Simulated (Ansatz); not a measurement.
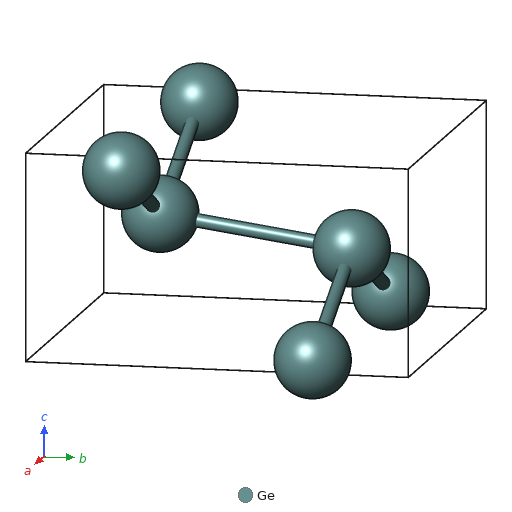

System: Ge, space group Imma (No. 74). The picture shows the conventional cell.

Starting cell:
```cif
data_structure
_symmetry_space_group_name_H-M 'P 1'
_symmetry_Int_Tables_number 1
_cell_length_a 3.9143
_cell_length_b 3.9143
_cell_length_c 3.9143
_cell_angle_alpha 100.767
_cell_angle_beta 94.744
_cell_angle_gamma 136.925
_cell_volume 38.03
loop_
_atom_site_label
_atom_site_type_symbol
_atom_site_fract_x
_atom_site_fract_y
_atom_site_fract_z
_atom_site_occupancy
Ge1 Ge 0.31406 0.06406 0.25000 1
Ge2 Ge 0.68594 0.93594 0.75000 1
```

How it was computed, with Ansatz 0.2.0: plane-wave DFT, no spin polarisation; energies at scaled volumes of the given cell, shape and fractions fixed, counted from the fit's minimum, third-order Birch-Murnaghan fit. Level: PBE.

k mesh 11×11×11; occupations Fermi–Dirac; smearing width 0.05 eV; potentials Ansatz PAW; wave cutoff 420 eV; density cutoff 1680 eV.

What does the calculation give for the energy and pressure against volume? The volume takes the values 17.87, 18.25, 18.63, 19.01, 19.39, 19.78, 20.16 Å³/atom.

A third-order Birch–Murnaghan fit gives V0 = 19.33 Å³/atom, B0 = 67.5 GPa and B′ = 4.9. The energy is 26.90 meV/atom at volume 17.87 Å³/atom and 6.85 meV/atom at 20.16 Å³/atom; the lowest computed point is at volume 19.39 Å³/atom (0.05 meV/atom), and no other minimum shows. The pressure falls from 6.39 GPa at volume 17.87 Å³/atom to −2.55 GPa at 20.16 Å³/atom, and changes sign near 19.33 Å³/atom.

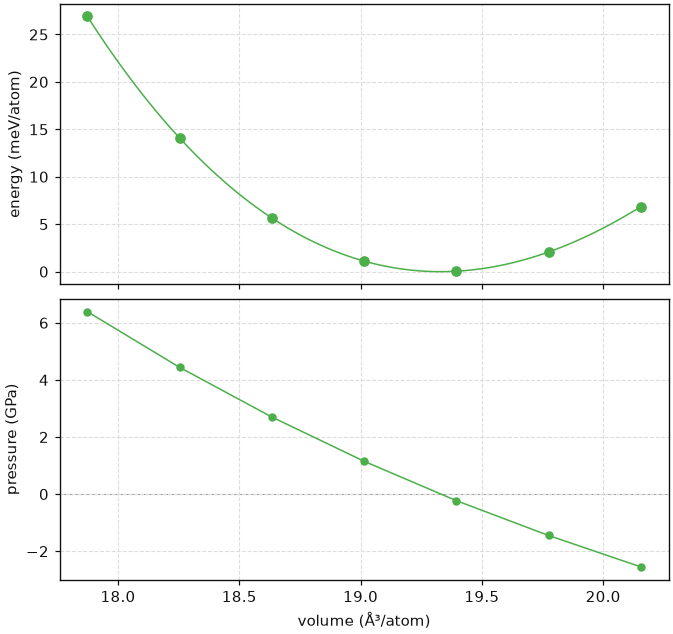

Note: shape and atomic fractions are frozen while scaling, which makes layered, chain and framework solids too stiff.
